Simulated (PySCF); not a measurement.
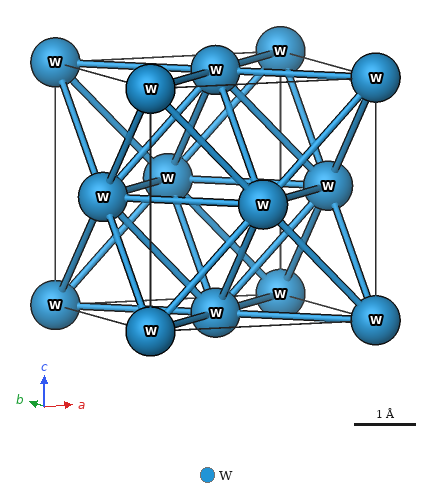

Figure 1. The input geometry (ball-and-stick view of the cell 4 times as large as that of the calculation, set on its symmetry axes, seen slightly off an axis). An atom can appear more than once, as a periodic image. Near neighbours in the periodic cell (some may lie outside the picture): W has 12 W at 2.87 Å.

## Run report: W, converge calculation

- system: W (Fm-3m, 1 atom in the cell)
- method: Kohn-Sham DFT of a periodic cell in Gaussian orbitals, PBE, DZVP-MOLOPT-SR/GTH-PBE, no spin polarisation (PySCF 2.14.0)

The structure derives from an entry of the Crystallography Open Database. It belongs to a series of runs on one base structure; here: density cutoff = 23.

Log
```
Discarded 0 diffused primitive functions, 0 contracted functions
time reversal: False
k-points in IBZ                         weights
  0:  0.000000,  0.000000,  0.000000    1/64
  1:  0.500000,  0.500000,  0.000000    3/64
  2:  0.500000,  0.500000,  0.500000    4/64
  3:  0.750000,  0.500000,  0.250000    6/64
  4:  0.750000,  0.750000,  0.000000    6/64
  5:  0.750000,  0.750000,  0.250000    24/64
  6:  0.750000,  0.750000,  0.500000    12/64
  7:  0.750000,  0.750000,  0.750000    8/64

******** <class 'pyscf.pbc.scf.smearing.SmearingKsymAdaptedKRKS'> ********
method = SmearingKsymAdaptedKRKS
initial guess = minao
damping factor = 0
level_shift factor = 0
DIIS = <class 'pyscf.scf.diis.CDIIS'>
diis_start_cycle = 1
diis_space = 8
diis_damp = 0
SCF conv_tol = 1e-07
SCF conv_tol_grad = None
SCF max_cycles = 60
direct_scf = True
direct_scf_tol = 1e-13

******** PBC SCF flags ********
N kpts (BZ) = 64
N kpts (IBZ) = 8
Exchange divergence treatment (exxdiv) = ewald
    madelung (= occupied orbital energy shift) = 0.14939683034682794
    Total energy shift due to Ewald probe charge = -1/2 * Nelec*madelung = -1.04577781243
DF object = <pyscf.pbc.df.fft.FFTDF object>
XC functionals = pbe
small_rho_cutoff = 0
Uniform grid, mesh = [13 13 13]
Set gradient conv threshold to 0.000316228
nelec by numeric integration = 13.999910330894364
init E= -67.7707698016921
    sigma = 0.00183747  Optimized mu = 0.837050571822  entropy = 0.332367227061
nelec by numeric integration = 13.999903620338467
    Total E(T) = -68.1288386762619  Free energy = -68.1294493910706  E0 = -68.1291440336663
cycle= 1 E= -68.1288386762619  delta_E= -0.358  |g|= 1.06  |ddm|= 11.4
    sigma = 0.00183747  Optimized mu = 0.726235095653  entropy = 0.178108620772
nelec by numeric integration = 13.999908716581196
    Total E(T) = -68.1632455977375  Free energy = -68.1635728669849  E0 = -68.1634092323612
cycle= 2 E= -68.1632455977375  delta_E= -0.0344  |g|= 0.699  |ddm|= 9.77
    sigma = 0.00183747  Optimized mu = 0.766348447237  entropy = 0.401528540263
nelec by numeric integration = 13.99990683689681
    Total E(T) = -68.1930758826371  Free energy = -68.193813679284  E0 = -68.1934447809606
cycle= 3 E= -68.1930758826371  delta_E= -0.0298  |g|= 0.00371  |ddm|=  3.7
    sigma = 0.00183747  Optimized mu = 0.766409299855  entropy = 0.400426412752
nelec by numeric integration = 13.999906828999949
    Total E(T) = -68.1930800340544  Free energy = -68.193815805575  E0 = -68.1934479198147
cycle= 4 E= -68.1930800340544  delta_E= -4.15e-06  |g|= 0.00114  |ddm|= 0.0597
    sigma = 0.00183747  Optimized mu = 0.766323552783  entropy = 0.400559430696
nelec by numeric integration = 13.999906831924104
    Total E(T) = -68.1930798636391  Free energy = -68.1938158795762  E0 = -68.1934478716077
cycle= 5 E= -68.1930798636391  delta_E= 1.7e-07  |g|= 2.53e-05  |ddm|= 0.00773
    sigma = 0.00183747  Optimized mu = 0.76632179701  entropy = 0.400561782937
nelec by numeric integration = 13.999906831988003
    Total E(T) = -68.1930798590168  Free energy = -68.1938158792761  E0 = -68.1934478691464
cycle= 6 E= -68.1930798590168  delta_E= 4.62e-09  |g|= 4.3e-07  |ddm|= 0.00016
    sigma = 0.00183747  Optimized mu = 0.76632179643  entropy = 0.40056178502
```

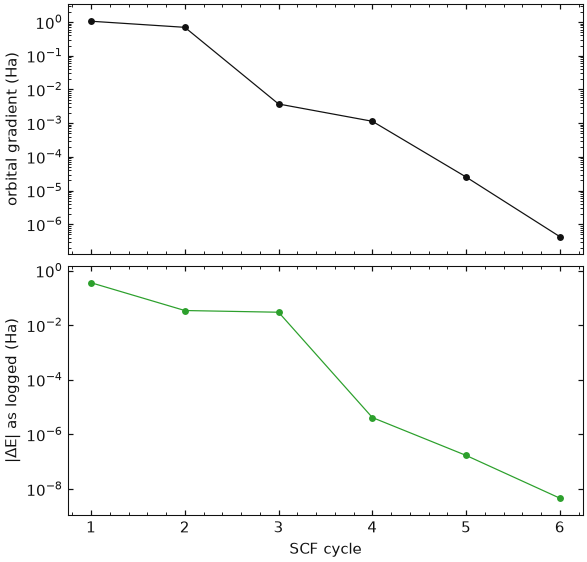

Figure 2. Convergence of the self-consistent field: orbital gradient and size of the energy change against the SCF cycle. The residual falls at every step.

```
nelec by numeric integration = 13.999906831988211
    Total E(T) = -68.1930798590307  Free energy = -68.1938158792938  E0 = -68.1934478691623
Extra cycle  E= -68.1930798590307  delta_E= -1.39e-11  |g|= 8.84e-08  |ddm|= 4.83e-06
converged SCF energy = -68.1930798590307
levels (eV)
k  0.0000  0.0000  0.0000   -52.704 -16.738 -16.738 -16.676 11.962 20.381 20.392 20.393 23.447 23.447 34.914 40.600
k  0.5000  0.5000  0.0000   -52.554 -17.688 -17.100 -17.058 15.501 16.494 23.823 25.809 26.557 26.571 33.130 33.139
k  0.5000  0.5000  0.5000   -52.577 -17.678 -16.852 -16.851 15.361 20.169 20.169 21.441 25.870 25.871 30.981 35.367
k  0.7500  0.5000  0.2500   -52.538 -17.412 -17.345 -17.046 17.217 18.901 18.910 22.148 26.570 30.995 31.499 31.514
k  0.7500  0.7500  0.0000   -52.591 -17.174 -16.869 -16.814 14.918 18.059 20.787 22.453 22.462 24.497 40.115 40.133
k  0.7500  0.7500  0.2500   -52.540 -17.598 -16.976 -16.940 16.622 18.035 19.934 22.325 26.048 27.573 30.744 37.235
k  0.7500  0.7500  0.5000   -52.550 -17.406 -17.050 -16.814 16.857 18.836 19.082 21.777 23.124 27.370 33.615 37.060
k  0.7500  0.7500  0.7500   -52.586 -17.057 -16.737 -16.736 14.187 19.353 20.809 20.809 23.523 23.523 35.507 38.600
Mulliken charges [-0.]
 ** Mulliken pop on meta-lowdin orthogonal AOs **
 ** Mulliken pop  **
pop of  0 W 5s            1.99712
pop of  0 W 6s            1.02393
pop of  0 W 7s            0.01097
pop of  0 W 5px           1.99960
pop of  0 W 5py           1.99960
pop of  0 W 5pz           1.99960
pop of  0 W 6px           0.01428
pop of  0 W 6py           0.01428
pop of  0 W 6pz           0.01428
pop of  0 W 5dxy          1.07104
pop of  0 W 5dyz          1.07104
pop of  0 W 5dz^2         0.83114
pop of  0 W 5dxz          1.07105
pop of  0 W 5dx2-y2       0.83115
pop of  0 W 6dxy          0.00768
pop of  0 W 6dyz          0.00768
pop of  0 W 6dz^2         0.00686
pop of  0 W 6dxz          0.00768
pop of  0 W 6dx2-y2       0.00686
pop of  0 W 5f-3          0.00207
pop of  0 W 5f-2          0.00362
pop of  0 W 5f-1          0.00145
pop of  0 W 5f+0          0.00299
pop of  0 W 5f+1          0.00145
pop of  0 W 5f+2          0.00053
pop of  0 W 5f+3          0.00207
 ** Mulliken atomic charges  **
charge of    0W =      0.00000
```

The run was set up as follows.

Input
```python
import json
import numpy as np
from pyscf.pbc import gto, scf, dft, df

cell = gto.Cell()
cell.basis = 'DZVP-MOLOPT-SR-GTH-q14'
cell.pseudo = 'GTH-PBE-q14'
cell.fromfile('POSCAR', format='poscar')
cell.ke_cutoff = 23  # hartree
cell.exp_to_discard = 0.02
cell.precision = 1e-08
cell.space_group_symmetry = True
cell.symmorphic = False
cell.max_memory = 2940  # MB
cell.verbose = 4
cell.build()

res = {}
kpts = cell.make_kpts([4, 4, 4], space_group_symmetry=True, time_reversal_symmetry=True)
cell.space_group_symmetry = False  # the mesh holds the operations; no search on the supercells of the integral code
mf = dft.KRKS(cell, kpts, xc='pbe')
mf = mf.multigrid_numint()
mf = mf.smearing(sigma=0.00183747, method='fermi')  # hartree
mf.conv_tol = 1e-07
mf.max_cycle = 60

mf.kernel()
res.update(converged=bool(mf.converged), e_tot=mf.e_tot, nelec=cell.nelectron, nao=cell.nao, mesh=list(map(int, cell.mesh)), a=cell.lattice_vectors().tolist(), coords=cell.atom_coords().tolist(),
           mo_energy=[np.real(x).tolist() for x in mf.mo_energy], mo_occ=[np.real(x).tolist() for x in mf.mo_occ])
res.update(e_free=mf.e_free, e_zero=mf.e_zero)
res.update(kpts=kpts.kpts_scaled_ibz.tolist(), weights=kpts.weights_ibz.tolist())
res['parts'] = {k: float(np.real(v)) for k, v in mf.scf_summary.items() if np.isscalar(v)}
json.dump(res, open('results.json', 'w'))
if not mf.converged:
    raise SystemExit('SCF not converged')

print('levels (eV)')
for i, kp in enumerate(res['kpts'][:40]):
    print('k %7.4f %7.4f %7.4f  ' % tuple(kp), ' '.join('%.3f' % (x * 27.211386) for x in res['mo_energy'][i][:12]))

mf = mf.to_khf()  # unfold to the whole mesh
kpts = mf.kpts
# Mulliken populations
dm, s = np.asarray(mf.make_rdm1()), np.asarray(mf.get_ovlp())
sites = cell.aoslice_by_atom()[:, 2:]
tot = np.einsum('kij,kji->i', dm, s).real / len(kpts)
res['mulliken'] = [cell.atom_charge(i) - tot[a0:a1].sum() for i, (a0, a1) in enumerate(sites)]
print('Mulliken charges', np.round(res['mulliken'], 5))
res['meta_lowdin'] = mf.mulliken_meta()[1].tolist()
res['done'] = True
json.dump(res, open('results.json', 'w'))
```

File POSCAR
```
W
1.0
    0.0000000000      2.0300000000      2.0300000000
    2.0300000000      0.0000000000      2.0300000000
    2.0300000000      2.0300000000      0.0000000000
W
1
Direct
    0.0000000000      0.0000000000      0.0000000000
```

Launch command:
```bash
OMP_NUM_THREADS=2 python -u run.py > log
```

Results in brief

| quantity | value |
| --- | --- |
| outcome | converged |
| space group (tolerance 0.01 Å) | Fm-3m (225) |
| electrons treated | 14 |
| free energy | −1855.6483 eV |
| total energy | −1855.6282 eV |
| Fermi energy | 20.853 eV |
| gap on the k-point mesh | none (metallic) |
| hardware | 2 threads of Arm Neoverse V1, 24 GiB of memory available, shared host |
| wall time | 24 s (CPU time 42 s) |
| peak memory | 0.47 GiB |

Remarks

Settings chosen away from the usual ones: density cutoff = 23. The settings depart from the standard set-up of this series, which can bear on the numbers. Points of doubt noted for this run: coarse mesh; density mesh low for hard elements. Spin–orbit coupling is left out, which matters for W.
